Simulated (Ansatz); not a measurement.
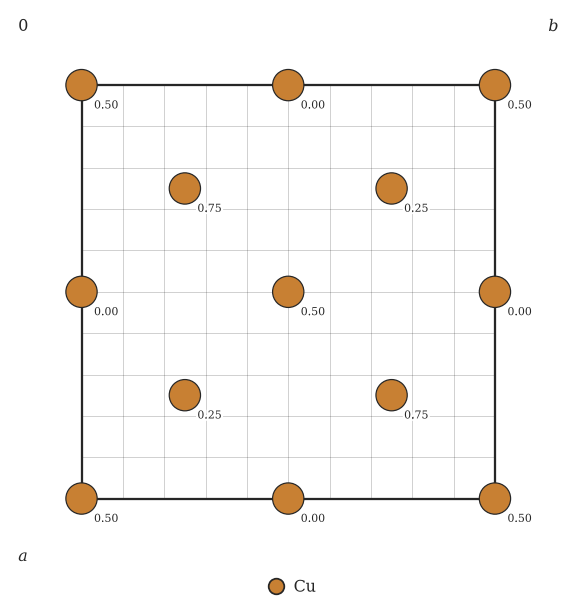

Plan of a unit cell projected along c (a down the page, b across); the numbers are heights as fractions of c, and atoms on the cell's edges are repeated. The grid marks tenths of a and b. Source: the input geometry of an electronic-structure calculation (not necessarily at equilibrium); the starting structure was generated, so it need not be a known form of this composition. Geometry calculated from the standardised cell; symmetry tolerance 0.002 Å.

a = 5.445 Å, b = 5.445 Å, c = 5.445 Å, α = 90.00°, β = 90.00°, γ = 90.00°.

Question: What does the cell contain?

Answer: 8 Cu: Cu, Z = 8.

Question: Which space group?

Answer: No. 227, Fd-3m, origin choice 1, face-centred cubic.

Question: Give the fractional coordinates of all atoms, to two places.

Answer:
```json
{"atom": "Cu", "x": "0.75", "y": "0.75", "z": "0.75"}
{"atom": "Cu", "x": "0.00", "y": "0.50", "z": "0.00"}
{"atom": "Cu", "x": "0.75", "y": "0.25", "z": "0.25"}
{"atom": "Cu", "x": "0.00", "y": "0.00", "z": "0.50"}
{"atom": "Cu", "x": "0.25", "y": "0.75", "z": "0.25"}
{"atom": "Cu", "x": "0.50", "y": "0.50", "z": "0.50"}
{"atom": "Cu", "x": "0.25", "y": "0.25", "z": "0.75"}
{"atom": "Cu", "x": "0.50", "y": "0.00", "z": "0.00"}
```
